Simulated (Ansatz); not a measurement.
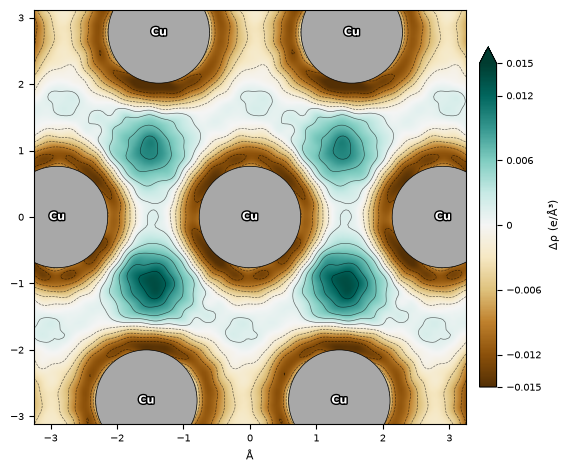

CuO. Difference of the valence pseudo-densities of two functionals at the same geometry, on the (011̄) plane of the calculation cell: r2SCAN less BLYP.

Both computed with Ansatz (plane waves, PAW), on the same k-point mesh. Grey discs cover the atomic cores.

What does the difference map show?

Answer. Against BLYP, r2SCAN gives less density around Cu (−0.009 e/Å³ on average at 1.0 Å from the nucleus) and more density in the space between the atoms (+0.002 e/Å³ on average).
